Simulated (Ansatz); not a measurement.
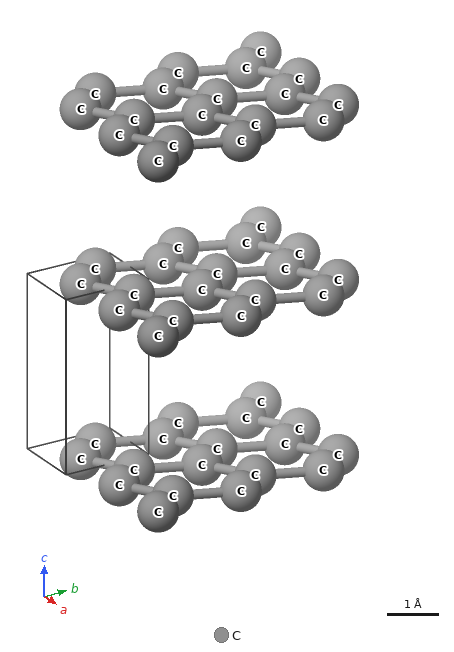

This is solid C (set up in P6/mmm). A ball-and-stick model of the cell of the calculation, repeated 3 × 3 × 2 with one cell outlined, seen slightly off an axis.

These are results of Ansatz 0.2.0, DFT PBE+D3(BJ), scalar-relativistic, plane waves, PAW, not measurements. Set-up: plane-wave cutoff 420 eV; occupations gaussian; smearing width 0.1 eV; no spin polarisation. The k-mesh is chosen for each cell (18×18×12, 18×18×22).

The variant: Every carbon atom is replaced by boron, which gives B. Cell and atoms are relaxed again (to zero pressure within 0.1 GPa, forces under 0.01 eV/Å).

What is the effect?

Answer. The volume per atom goes from 9.38 to 7.43 Å³. Cell: a = b 2.465 → 2.993 Å (+21.4 %), c 3.567 → 1.916 Å (−46.3 %). Volume −20.8 %. The space group stays P6/mmm (No. 191). Both are metals.

Drawn alike, the variant:

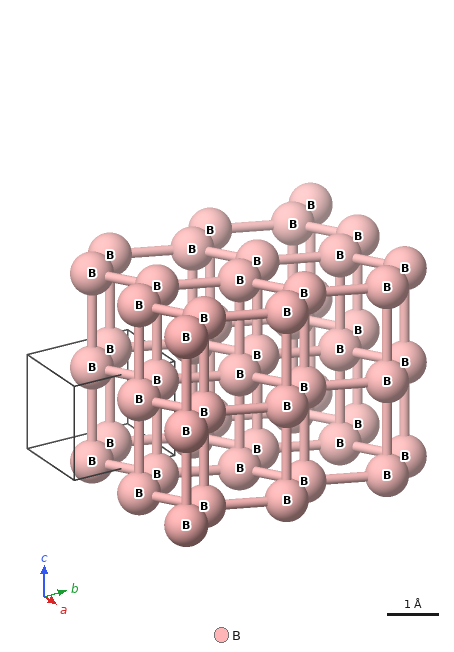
